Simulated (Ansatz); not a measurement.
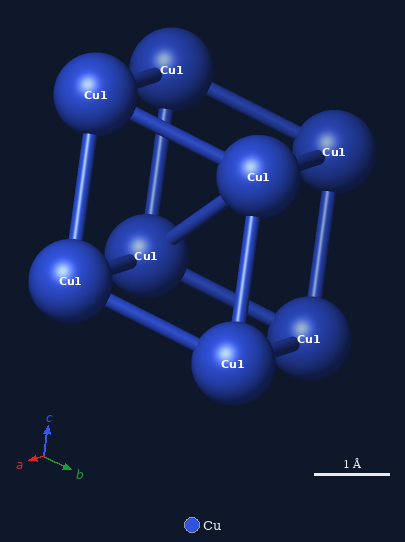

**Figure 1.** The input geometry of run 1 (ball-and-stick view of the cell of the calculation, seen slightly off an axis; atoms are numbered from 1 in the order of the input).

## What a change does: single-point calculation on Cu

System: Cu (1 atom in the cell).
Method of run 1: DFT PBE, scalar-relativistic, plane waves, PAW, no spin polarisation (Ansatz 0.2.0).

The structure derives from a Materials Project entry. Text and figures count atoms from 1; the logs count them from 0 in places.

## The input, run 1
```yaml
crystal:
  lattice:
    - [-1.5169169436, 1.4755302431, 1.4238225918]
    - [1.4341435426, -1.4755302431, 1.3352907772]
    - [1.5169169436, 1.4755302431, -1.4238225918]
  atoms:
    - { symbol: Cu, position: [0.0, 0.0, 0.0] }
basis:
  ecutwfc: 420
kpoints:
  mp_grid: { grid: [30, 30, 30] }
hamiltonian:
  xc: pbe
scf:
  occupations: { method: gaussian, width: 0.15 }
output:
  forces: true
  stress: true
  eigenvalues: true
```

Command:
```bash
ansatz run input.yaml --threads 1 --pin off --max-ram 2560MiB --backend cpu --events-out ev --progress --plain --runs-dir out
```

Hardware: 1 thread of Intel Xeon (Sapphire Rapids), 64 GiB of memory available, shared host.

## Output, shortened to warnings, some set-up lines, iterations and results (run 1)
```
Basis set: ecut = 420 eV, 229 PW (Γ), exchange–correlation on 36×36×36 points (8 copies of the dense FFT grid, shifted against one another)
Symmetry: 4 space group operations
k-points: 6992 of 27000
Initial density: superposition of atomic densities (neutral atoms: chi_scale 0, normalization atom), corrected by the library's trained network
[...]
SCF iter   1: F=—  HF=-6625.128246 eV  |F-HF|=—  |Δ(HF+E_count)|=         —  Δρ=8.37e-4  dr2=1.83e-5  ethr=1.77e-3  ⟨swp⟩=5.1  Hψ=484714  notcnv=0
SCF iter   2: F=—  HF=-6625.128371 eV  |F-HF|=—  |Δ(HF+E_count)|=   1.24e-4  Δρ=4.36e-4  dr2=5.50e-6  ethr=9.63e-8  ⟨swp⟩=3.1  Hψ=247291  notcnv=0
SCF iter   3: F=—  HF=-6625.128385 eV  |F-HF|=—  |Δ(HF+E_count)|=   1.46e-5  Δρ=1.74e-4  dr2=1.38e-6  ethr=2.89e-8  ⟨swp⟩=2.0  Hψ=133775  notcnv=0
SCF iter   4: F=-6625.128386 eV  HF=-6625.128386 eV  |F-HF|=5.70e-8  |Δ(HF+E_count)|=   3.39e-7  Δρ=2.59e-5  dr2=1.79e-8  ethr=7.24e-9  ⟨swp⟩=2.0  Hψ=133808  notcnv=0
SCF iter   5: F=-6625.128386 eV  HF=-6625.128386 eV  |F-HF|=8.44e-10  |Δ(HF+E_count)|=   5.88e-8  Δρ=3.99e-6  dr2=5.13e-10  ethr=9.44e-11  ⟨swp⟩=2.1  Hψ=134439  notcnv=0
SCF iter   6: F=-6625.128386 eV  HF=-6625.128386 eV  |F-HF|=0.00e0  |Δ(HF+E_count)|=  9.42e-10  Δρ=4.07e-7  dr2=6.00e-12  ethr=2.70e-12  ⟨swp⟩=2.6  Hψ=318641  notcnv=0
SCF 1 converged in 6 iterations: F = -6625.128386 eV  dr2 = 6.00e-12
SCF converged after 6 iterations
Free energy (F): -6625.128386 eV
Harris-Foulkes:  -6625.128386 eV  (|F-HF|=0.00e0)
Internal energy: -6625.124950 eV  (E = F + TS)
E sigma→0 (E₀):  -6625.126668 eV
Entropy (-TS):   -0.003435 eV (-3.435 meV/atom)
Fermi energy:    16.425781 eV
--- Per-component energies (eV) ---
  E_band       = -365.092402
  E_kinetic    = 299.811749
  E_local      = -4082.823182  (includes V_loc(G=0)·N_el)
  E_nonlocal   = 390.177172
  E_hartree    = 1797.783647
  E_xc         = -89.438244
  E_vxc        = -115.410396  (∫ρ·V_xc dr)
  E_paw        = -1663.190319  (= ΣΔE_a)
  E_vpaw       = -452.415139  (= ΣTr[D̂ρ^β])
  E_aug_tail   = 0.000290  (compensation charges beyond the density's cutoff)
  E_ewald      = -3277.446062
  E_smearing   = -0.003435  (= −TS)
  E_closure    = -0.000000  (closes the sum)
  Σ components = -6625.128386   (vs F -6625.128386, Δ=0.00e0)
--- Forces (eV/Å), atoms counted from 1 ---
  atom   1  Cu     0.00000000    -0.00000000     0.00000000
  max |Σ_I F_I| component: 1.48e-31 eV/Å
--- Stress (GPa, compression-positive) ---
        0.442445      -0.000000       5.275327
       -0.000000       0.924202       0.000000
        5.275327       0.000000       0.326299
  P = ⅓ Tr σ = 0.5643 GPa (5.643 kbar)
```

For run 2 the input was changed thus:
```diff
-    - [-1.5169169436, 1.4755302431, 1.4238225918]
-    - [1.4341435426, -1.4755302431, 1.3352907772]
-    - [1.5169169436, 1.4755302431, -1.4238225918]
+    - [-1.4393168801, 1.4755302431, 1.3408240156]
+    - [1.5117436061, -1.4755302431, 1.4182893534]
+    - [1.4393168801, 1.4755302431, -1.3408240156]
```

How does run 2 compare with run 1?

With the same functional and potentials, run 2 lies 2.8 meV per atom lower. The number of SCF iterations is the same.

## Output, shortened to warnings, some set-up lines, iterations and results (run 2)
```
Basis set: ecut = 420 eV, 229 PW (Γ), exchange–correlation on 36×36×36 points (8 copies of the dense FFT grid, shifted against one another)
Symmetry: 4 space group operations
k-points: 6992 of 27000
Initial density: superposition of atomic densities (neutral atoms: chi_scale 0, normalization atom), corrected by the library's trained network
[...]
SCF iter   1: F=—  HF=-6625.131022 eV  |F-HF|=—  |Δ(HF+E_count)|=         —  Δρ=8.29e-4  dr2=1.72e-5  ethr=1.77e-3  ⟨swp⟩=5.1  Hψ=484331  notcnv=0
SCF iter   2: F=—  HF=-6625.131144 eV  |F-HF|=—  |Δ(HF+E_count)|=   1.22e-4  Δρ=4.33e-4  dr2=5.35e-6  ethr=9.07e-8  ⟨swp⟩=3.1  Hψ=247288  notcnv=0
SCF iter   3: F=—  HF=-6625.131159 eV  |F-HF|=—  |Δ(HF+E_count)|=   1.44e-5  Δρ=1.75e-4  dr2=1.33e-6  ethr=2.82e-8  ⟨swp⟩=2.0  Hψ=133786  notcnv=0
SCF iter   4: F=-6625.131159 eV  HF=-6625.131159 eV  |F-HF|=4.99e-8  |Δ(HF+E_count)|=   5.36e-7  Δρ=2.38e-5  dr2=1.43e-8  ethr=7.01e-9  ⟨swp⟩=2.0  Hψ=133652  notcnv=0
SCF iter   5: F=-6625.131159 eV  HF=-6625.131159 eV  |F-HF|=8.06e-10  |Δ(HF+E_count)|=   5.07e-8  Δρ=3.82e-6  dr2=4.77e-10  ethr=7.54e-11  ⟨swp⟩=2.1  Hψ=134625  notcnv=0
SCF iter   6: F=-6625.131159 eV  HF=-6625.131159 eV  |F-HF|=9.09e-13  |Δ(HF+E_count)|=  8.77e-10  Δρ=3.88e-7  dr2=5.47e-12  ethr=2.51e-12  ⟨swp⟩=2.6  Hψ=321662  notcnv=0
SCF 1 converged in 6 iterations: F = -6625.131159 eV  dr2 = 5.47e-12
SCF converged after 6 iterations
Free energy (F): -6625.131159 eV
Harris-Foulkes:  -6625.131159 eV  (|F-HF|=9.09e-13)
Internal energy: -6625.127618 eV  (E = F + TS)
E sigma→0 (E₀):  -6625.129388 eV
Entropy (-TS):   -0.003541 eV (-3.541 meV/atom)
Fermi energy:    16.422238 eV
--- Per-component energies (eV) ---
  E_band       = -365.165843
  E_kinetic    = 299.799986
  E_local      = -4082.692145  (includes V_loc(G=0)·N_el)
  E_nonlocal   = 390.164906
  E_hartree    = 1797.683857
  E_xc         = -89.435309
  E_vxc        = -115.406356  (∫ρ·V_xc dr)
  E_paw        = -1663.181873  (= ΣΔE_a)
  E_vpaw       = -452.400068  (= ΣTr[D̂ρ^β])
  E_aug_tail   = 0.000302  (compensation charges beyond the density's cutoff)
  E_ewald      = -3277.467342
  E_smearing   = -0.003541  (= −TS)
  E_closure    = -0.000000  (closes the sum)
  Σ components = -6625.131159   (vs F -6625.131159, Δ=0.00e0)
--- Forces (eV/Å), atoms counted from 1 ---
  atom   1  Cu     0.00000000    -0.00000000     0.00000000
  max |Σ_I F_I| component: 6.16e-33 eV/Å
--- Stress (GPa, compression-positive) ---
        0.323383       0.000000      -4.570039
        0.000000       0.711419       0.000000
       -4.570039       0.000000       0.247003
  P = ⅓ Tr σ = 0.4273 GPa (4.273 kbar)
```

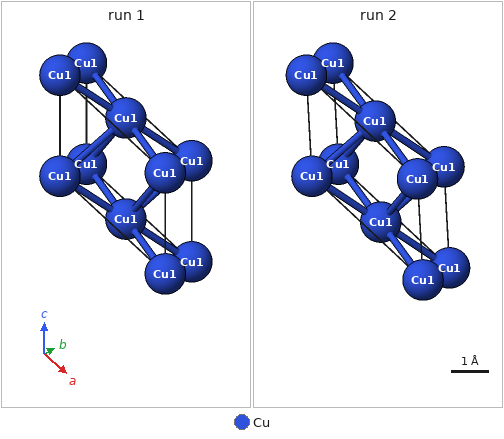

**Figure 2.** The two input geometries at one scale (ball-and-stick view of the cell 2 times as large as that of the calculation, set on its symmetry axes, seen slightly off an axis). The atoms keep their places relative to the cell (all moves are under 0.005 Å). The drawn cell changes at constant volume: a 3.919 → 4.146 Å (+5.8 %), b stays at 2.951 Å, c stays at 2.760 Å, β 131.2° → 134.7°. Among the contacts that change: Cu1–Cu1 2.551 → 2.459 Å.

## The two runs side by side

| quantity | run 1 | run 2 |
| --- | --- | --- |
| outcome | converged | converged |
| free energy per atom (eV) | −6625.1284 | −6625.1312 |
| energy per atom, smearing taken to zero (eV) | −6625.1267 | −6625.1294 |
| gap on the mesh (eV) | 0.00 | 0.00 |
| pressure (GPa) | 0.56 | 0.43 |
| largest force (eV/Å) | 0.000 | 0.000 |
| SCF iterations | 6 | 6 |
| irreducible k-points | 6992 | 6992 |
| plane waves at Γ | 229 | 229 |
| wall time (shared host) | 46 s | 48 s |
